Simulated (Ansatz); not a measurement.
**A Fermi-surface study of TiAl in space group Pm-3m**

Input

```yaml
crystal:
  lattice:
    - [3.018, 0.0, 0.0]
    - [0.0, 3.018, 0.0]
    - [0.0, 0.0, 3.018]
  atoms:
    - { symbol: Ti, position: [0.5, 0.5, 0.5] }
    - { symbol: Al, position: [0.0, 0.0, 0.0] }
basis:
  ecutwfc: 420
kpoints:
  mp_grid: { grid: [14, 14, 14] }
hamiltonian:
  xc: pbe
scf:
  occupations: { method: gaussian, width: 0.05 }
output:
  forces: true
  eigenvalues: true
  eigenstates:
    nscf_kmesh: { grid: [34, 34, 34] }
    top_band: c6
    de_dk: true
    localisation: true
  stress: true
checkpoint:
  write: ck
  compress: false
  write_wavefunctions: false
  write_every: 100000
```

Run with:

```sh
ansatz run input.yaml --threads 1 --pin off --max-ram 3072MiB --backend cpu --events-out ev --progress --plain --runs-dir out
```

The calculation used DFT PBE, scalar-relativistic, plane waves, PAW; levels and slopes on a dense k mesh at the converged density in Ansatz 0.2.0. No spin polarisation. Mesh 34×34×34, interpolated with the band slopes. Unrelaxed database geometry (residual pressure 25 GPa). Sheets, masses and frequencies are those of this strained cell.

Part 1: The sheets

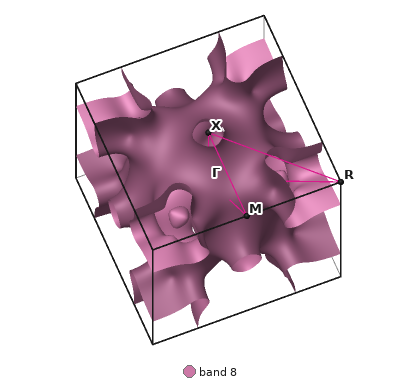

Computed Fermi surface of this crystal. One band crosses. The brighter face of a sheet looks towards empty states.

Q: Summarise the topology of this Fermi surface.

A: One band crosses the Fermi level; this is a three-dimensional metal.

Band 8: eight electron pockets on the Γ–R line (each 0.07 % of the zone) and a multiply connected open sheet, with filled and empty regions both running through the repeated zones in all directions (the band is filled at M and empty at Γ, R and X).
The shape of the surface of band 8 changes its kind within 0.03 eV of this level, so small parts may appear, vanish, join or separate.

Part 2: Speeds

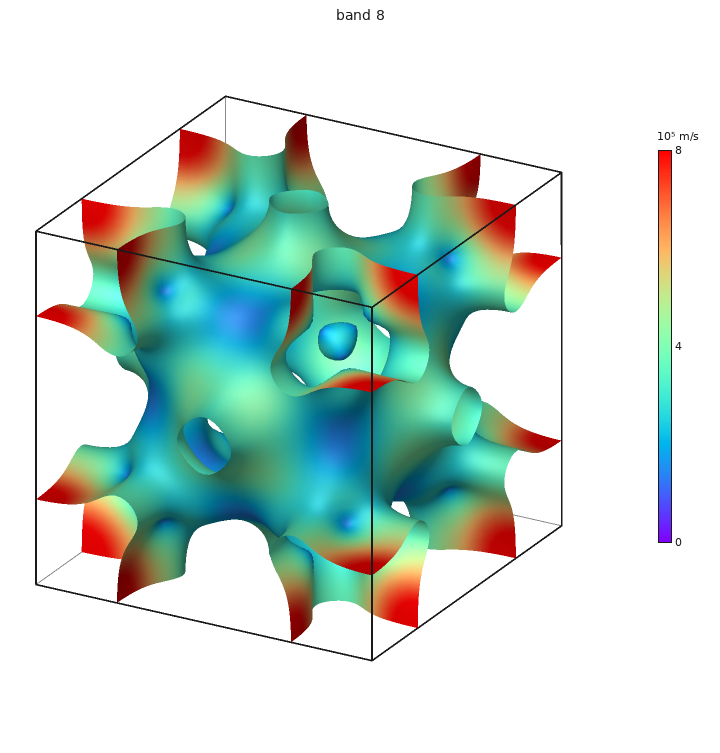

Fermi surface of this crystal, coloured by the Fermi speed.

Q: Give the range and mean of the Fermi speed for each band.

A: Band 8: 1.6 to 7.2 × 10⁵ m/s over most of the sheet, 3.1 × 10⁵ m/s on average over states.

Part 3: Nesting

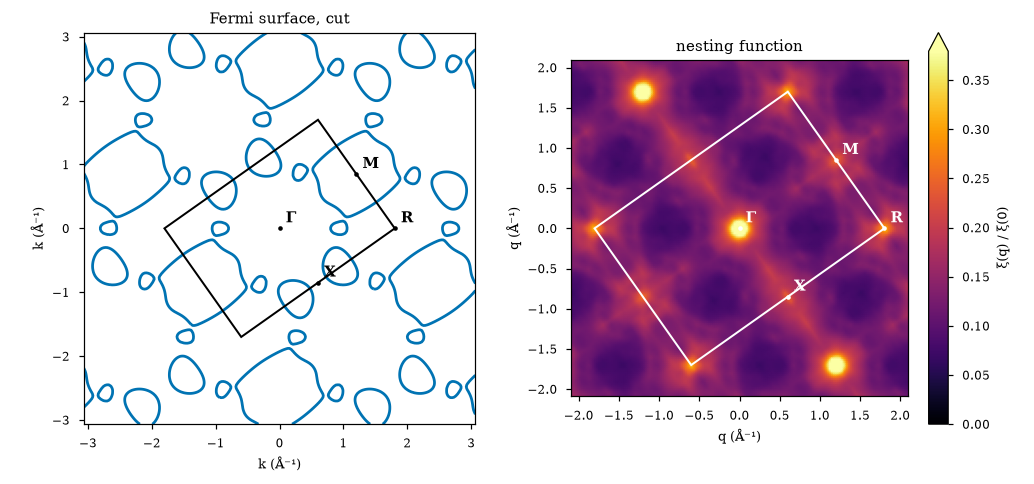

This crystal: a cut of the Fermi surface and the nesting function ξ(q) = Σ δ(ε_k) δ(ε_k+q) over all sheets (each δ a Gaussian as wide as the level changes between mesh points, at least 0.03 eV; heights depend on it), both in the plane through Γ, R and M.

Q: Where does the nesting function have its highest maximum apart from q = 0?

A: The highest maximum lies at R, at q = (−0.50, −0.50, −0.50) in units of the primitive reciprocal vectors. It reaches 0.34 of the value at q = 0, against a mean of 0.13. A peak of ξ alone doesn't prove an instability there.

Part 4: Cuts and bands

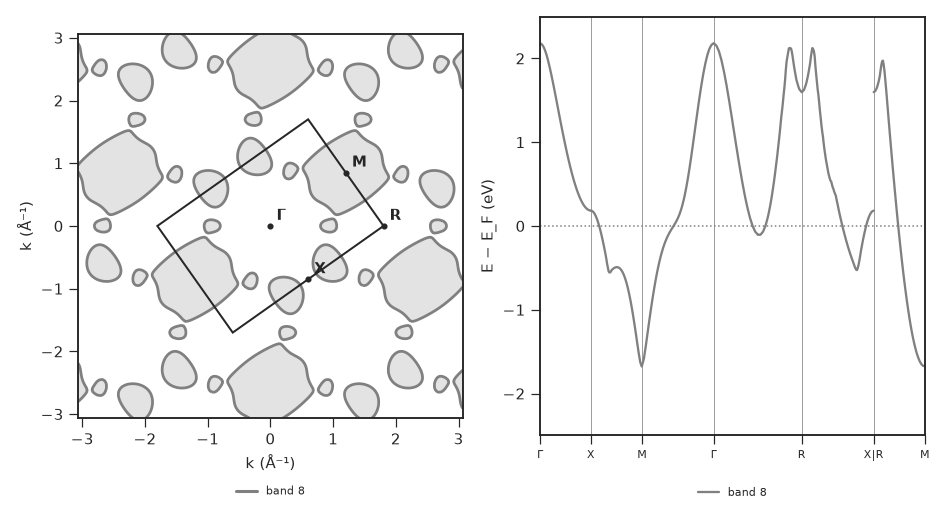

This crystal: cut through the Fermi surface in the plane through Γ, R and M, filled states shaded, and the bands that cross the Fermi level.

Q: Give each band's level at the labelled points, in eV from the Fermi level.

A:
| band | Γ | R | M | X |
| --- | --- | --- | --- | --- |
| band 8 | +2.18 | +1.60 | −1.68 | +0.18 |

Negative values are filled states.

A magnetic state wasn't tried and may lie lower. Necks and pockets thinner than about two mesh steps aren't resolved, so separate pockets may in truth be joined.

The run (self-consistency and the dense mesh) took 17 s on 1 thread of Arm Neoverse V2, with other jobs on the host, peak memory 0.47 GiB.
